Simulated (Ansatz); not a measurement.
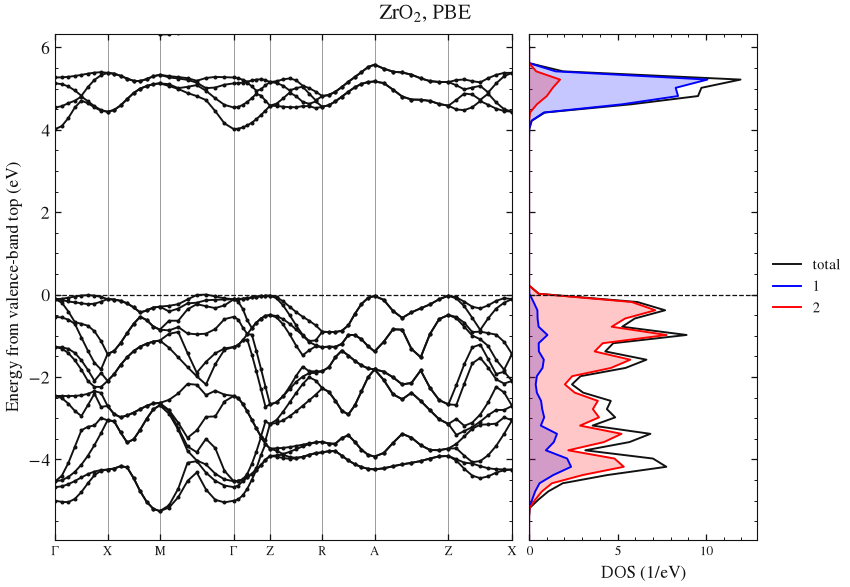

Band structure and density of states. Energies are counted from the top of the valence band. The path runs straight from each named point to the next. The partial curves are projected on Löwdin-orthogonalised atomic shells.

System: ZrO₂, space group P4_2/nmc (No. 137), 6 atoms in the cell.

Ansatz 0.2.0; DFT, PBE, PAW with Ansatz's default frozen-core files, scalar-relativistic, no spin polarisation, 7×7×5 k mesh, Fermi-Dirac smearing of 0.01 eV.

### The numbered curves are projections. Which is which? The candidates: O, Zr.

1 is Zr; 2 is O.

### What does the band structure say about the gap?

The material is gapped. The gap along this path is 4.02 eV and indirect, from the valence-band top between M and Γ to the conduction-band bottom at Γ; the smallest direct gap is 4.13 eV, at Γ.

The cell is at 5 GPa in this functional.
